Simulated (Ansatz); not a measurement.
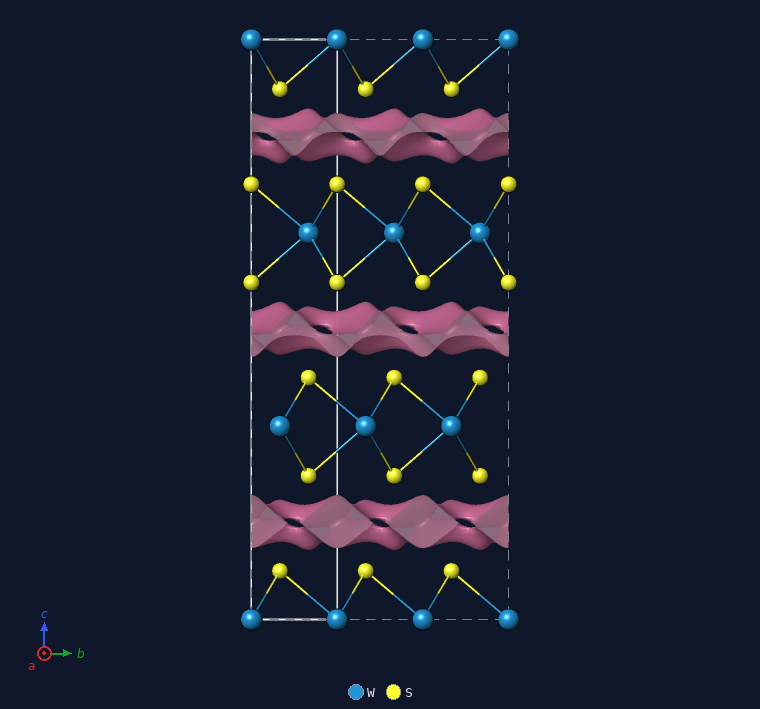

Crystal voids of WS2 in space group R3m: the pink surface encloses the regions where the procrystal electron density, the sum of the densities of spherically averaged neutral Hartree-Fock atoms, is below 0.01 e/bohr³ (3×3×1 cells, view along the a axis). No self-consistent density enters. Pale faces close the region where the drawn box cuts it. From Rb on the atoms have core potentials, so only their outer electrons count. The usual level for crystal voids is 0.002 e/bohr³; this crystal has almost no region below it, so a higher level is used, which marks the interstitial space of lowest density.

The cell is taken from a calculation's input that goes back to an entry of the Crystallography Open Database (an earlier step may have relaxed or displaced it).

```yaml
crystal:
  lattice:
    - [3.15800, 0.00000, 0.00000]
    - [-1.57900, 2.73491, 0.00000]
    - [0.00000, 0.00000, 18.48999]
  atoms:
    - { symbol: W, position: [0.00000, 0.00000, 0.00000] }
    - { symbol: S, position: [0.66667, 0.33333, 0.08363] }
    - { symbol: S, position: [0.33333, 0.66667, 0.24767] }
    - { symbol: W, position: [0.66667, 0.33333, 0.33333] }
    - { symbol: S, position: [0.33333, 0.66667, 0.41697] }
    - { symbol: S, position: [0.00000, 0.00000, 0.58100] }
    - { symbol: W, position: [0.33333, 0.66667, 0.66667] }
    - { symbol: S, position: [0.00000, 0.00000, 0.75030] }
    - { symbol: S, position: [0.66667, 0.33333, 0.91433] }
```

> What share of the cell is void by this measure?

The voids take about 11 % of the cell (17 Å³ of 159.7 Å³) and are bounded by about 65 Å² of surface per cell.

> Are the voids connected in the whole crystal?

Where they connect, they form a two-dimensional network in layers parallel to (001).

> How low does the density fall, and where?

To about 0.004 e/bohr³ near 0.00, 0.00, 0.17 (fractional), 2.4 Å from the nearest nucleus.

> At what density do the voids first join through the crystal?

At about 0.0077 e/bohr³, as a two-dimensional network in layers parallel to (001).
